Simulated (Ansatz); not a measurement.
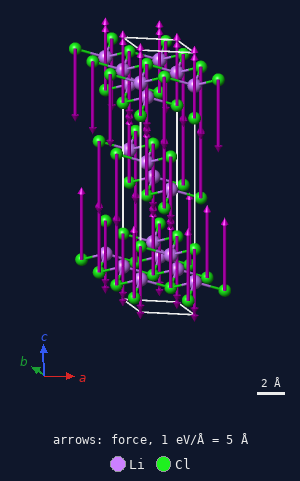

Starting geometry of crystalline LiCl (a generated structure, set up in R-3m) (coarse preliminary run) with the computed forces as purple arrows. The picture is a ball-and-stick view of the conventional cell (3 times the calculation's cell), repeated 1 × 2 × 1 with one cell outlined, seen slightly off an axis. Lengths and directions refer to the drawn axes.

Level of theory: DFT PBE, scalar-relativistic, plane waves, PAW (Ansatz 0.2.0). Settings: plane-wave cutoff 420 eV; k-point mesh 6 × 6 × 6; occupations gaussian; smearing width 0.1 eV; no spin polarisation; cell and atoms relaxed; force threshold 0.04 eV/Å; at most 70 steps.

What follows when this structure is relaxed?

Answer. It isn't relaxed: the largest force vector, on Cl atoms, is 1.13 eV/Å. The atoms end up moving mostly along the starting forces (cosine between the two patterns 0.98). After 3 accepted moves (4 points after the start) the energy has fallen by 0.477 eV per cell of the calculation. The largest force component goes from 1.1 to 0.037 eV/Å. The pressure goes from −3.11 to 0.09 GPa. At 1 point the geometry stayed and the basis and grid were re-selected for the new cell (energy shift of 0.1 meV per cell of the calculation at most each time). The largest moves relative to the cell, 0.29 Å, are those of Cl atoms. Largest moves by element: Cl 0.29 Å, Li 0.20 Å. The volume changes by −6.0 %, with a = b 4.164 → 4.051 Å (−2.7 %), c 20.400 → 20.264 Å (−0.7 %). Among the contacts that change: Cl–Li 2.550 → 2.366 Å, Cl–Li 2.550 → 2.445 Å. Bond angles that change, for instance: Li–Cl–Li 70.5° → 81.3°, Cl–Li–Cl 109.5° → 98.7°, Cl–Li–Cl 109.5° → 117.7°. The space group stays R-3m (No. 166). The run took 12 s on 1 thread of AMD EPYC 7R43 64-Core Processor (Zen 3) (shared host), peak memory 0.39 GiB.
